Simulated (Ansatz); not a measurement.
System: MoS₂, space group R3m (No. 160), 3 atoms in the cell, MoS2 type.

```cif
data_structure
_symmetry_space_group_name_H-M 'R3m:H'
_symmetry_Int_Tables_number 160
_cell_length_a 3.1619
_cell_length_b 3.1619
_cell_length_c 18.3825
_cell_angle_alpha 90.000
_cell_angle_beta 90.000
_cell_angle_gamma 120.000
_cell_volume 159.16
loop_
_atom_site_label
_atom_site_type_symbol
_atom_site_symmetry_multiplicity
_atom_site_Wyckoff_symbol
_atom_site_fract_x
_atom_site_fract_y
_atom_site_fract_z
_atom_site_occupancy
Mo1 Mo 3 a 0.66667 0.33333 0.33333 1
S1 S 3 a 0.00000 0.00000 0.24831 1
S2 S 3 a 0.33333 0.66667 0.08507 1
```

Computed with Ansatz: DFT PBE, spin-orbit coupling, plane waves, PAW, 10×10×10 k mesh.

What will the band structure look like? The path is Γ–T–H2|H0–L–Γ–S0|S2–F–Γ.

The material is gapped. The gap along this path is 0.87 eV and indirect, from the valence-band top at T to the conduction-band bottom between Γ and S0; the smallest direct gap is 1.66 eV, between H0 and L. The top valence band spans 1.7 eV and the lowest conduction band 1.2 eV. The direct gaps are 3.18 eV at Γ, 2.86 eV at F and 3.07 eV at L.

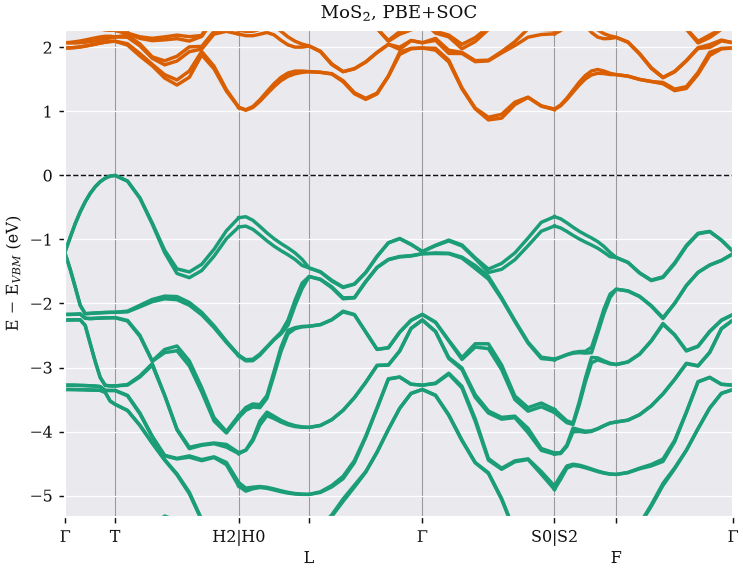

Band structure. Energies are counted from the top of the valence band.
